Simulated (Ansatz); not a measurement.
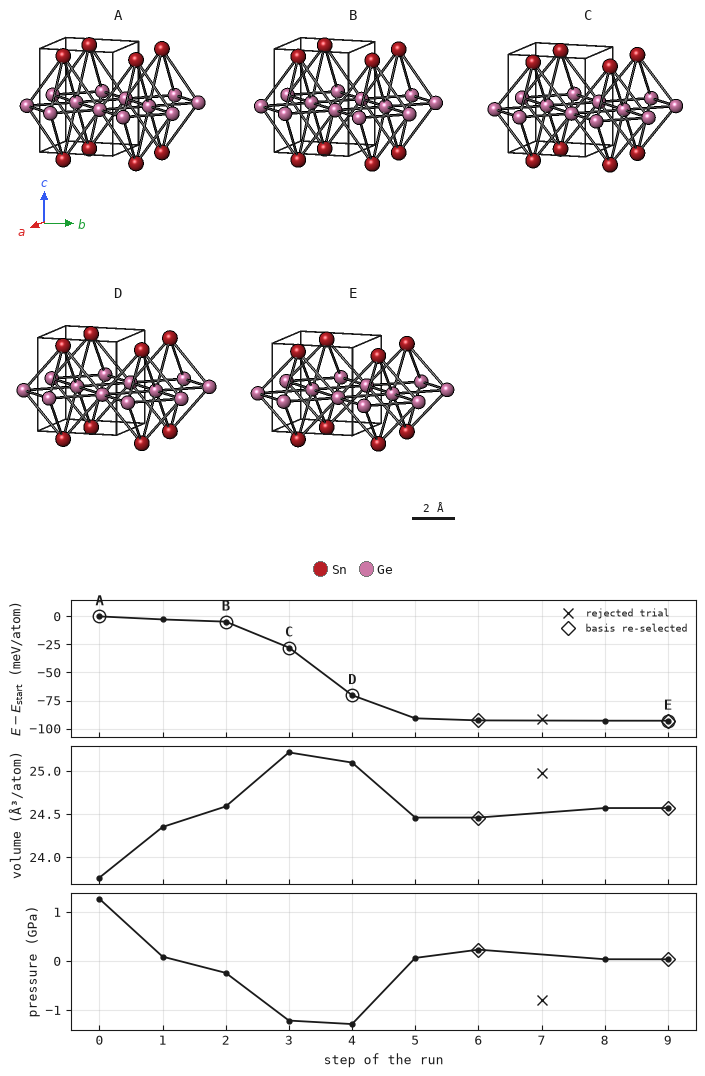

Frames of a relaxation of a crystal of SnGe$_{2}$ (a generated structure, set up in P4/mmm) (coarse preliminary run), marked on the history of the run. A ball-and-stick model of the cell of the calculation, repeated 2 × 2 × 1 with one cell outlined, seen slightly off an axis.

Level of theory: DFT PBE, scalar-relativistic, plane waves, PAW in Ansatz 0.2.0. Settings: plane-wave cutoff 420 eV; k-point mesh 4 × 4 × 4; occupations gaussian; smearing width 0.1 eV; no spin polarisation; cell and atoms relaxed; force threshold 0.04 eV/Å; at most 70 steps.

### What happens along the run?

Over 6 accepted moves (9 points after the start) the energy falls by 93.0 meV per atom. All forces vanish by symmetry, so only the cell relaxes. The pressure goes from 1.27 to 0.04 GPa. The line search rejected the trial step at point 7 of the run. The SCF was repeated twice at an unchanged geometry on a basis and grid sized afresh for the cell, which shifted the energy by 1.9 meV per atom at most. No atom moves by more than 0.005 Å relative to the cell. The volume changes by +3.4 %, with a = b 3.746 → 4.135 Å (+10.4 %), c 5.080 → 4.311 Å (−15.1 %). Some distances before and after: Ge–Ge 2.649 → 2.924 Å, Ge–Sn 3.156 → 2.987 Å. The space group stays P4/mmm (No. 123). From step 0 to 2: volume +3.5 %, energy −4.7 meV per atom. From step 2 to 3: volume +2.5 %, energy −23.1 meV per atom. From step 3 to 4: volume −0.5 %, energy −42.4 meV per atom. From step 4 to 9: volume −2.1 %, energy −22.8 meV per atom.

```tsv
step	E − E(0), meV/atom	pressure, GPa	volume, Å³/atom	note
0	0.00	1.27	23.764	
1	-2.71	0.09	24.351	
2	-4.69	-0.24	24.589	
3	-27.79	-1.21	25.215	
4	-70.21	-1.28	25.097	
5	-90.84	0.06	24.460	
6	-92.70	0.23	24.460	same geometry, new basis
7	-91.78	-0.79	24.972	rejected
8	-92.96	0.04	24.570	
9	-92.99	0.04	24.570	same geometry, new basis
```

Limits of the set-up: the k-point mesh is coarse for a cell with partly filled bands.
